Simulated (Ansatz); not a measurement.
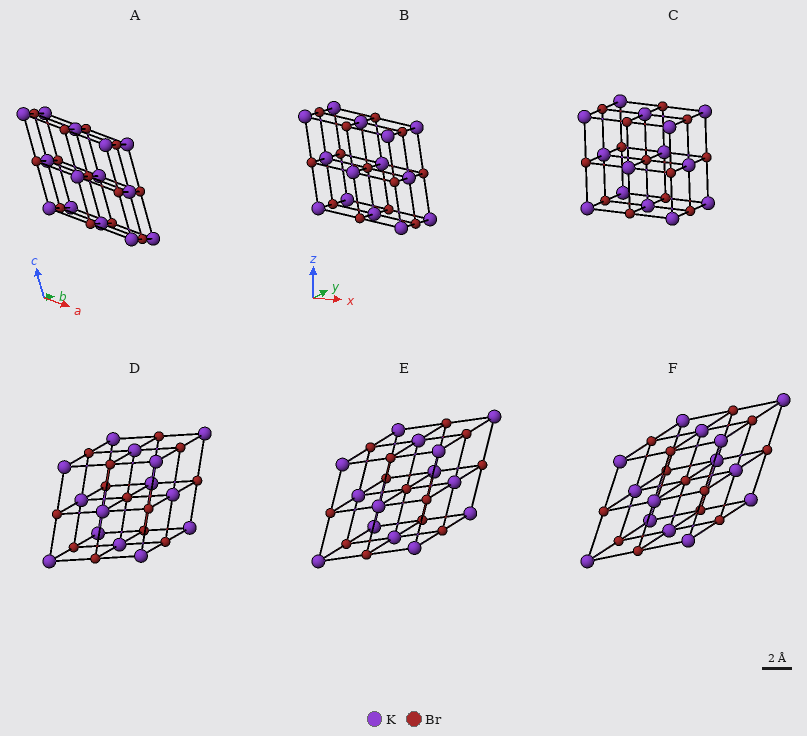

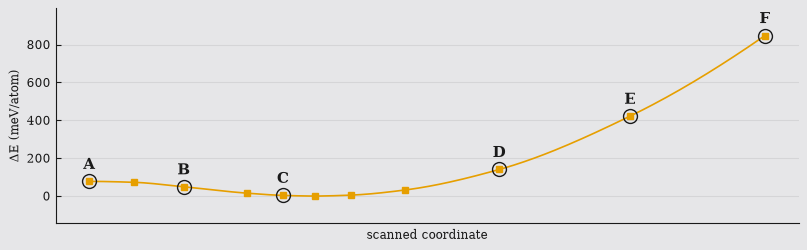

A scan of a crystal of KBr (Fm-3m) along one coordinate. x, y and z are the Cartesian axes of the input. A ball-and-stick model of the conventional cell (4 times the calculation's cell), seen slightly off an axis. Lengths and directions refer to the drawn axes.

Method: DFT PBE, scalar-relativistic, plane waves, PAW in Ansatz. (plane-wave cutoff 420 eV; k-point mesh 8 × 8 × 8; occupations gaussian; smearing width 0.05 eV; no spin polarisation). Energies (free energies at the smearing named) are counted from the cell as listed in its source, which wasn't relaxed.

**What is being scanned?**

The ratio of the cell's length along [111] to its lengths across, counted as 1 for the reference, is changed at fixed volume (a trigonal path), with the atoms kept at their fractional coordinates. In the frames the relative ratio is 0.50 (A), 0.71 (B), 0.93 (C), 1.41 (D), 1.70 (E), 2.00 (F). Of the computed points the lowest is at the relative ratio 1.00, 0 meV/atom. The end points stand at 77 meV/atom (0.50) and 848 meV/atom (2.00). The unrelaxed reference is under a pressure of 0.8 GPa. The distortion takes the space group from Fm-3m to R-3m, except for Pm-3m at 0.50. At the relative ratio 2.00 the cell of the drawing goes a 6.585 → 7.391 Å, b 6.585 → 7.391 Å, c 6.585 → 7.391 Å, α 90.0° → 60.0°, β 90.0° → 60.0°, γ 90.0° → 60.0°. The band gap on the mesh, 4.45 eV in the reference, closes at 2.00.
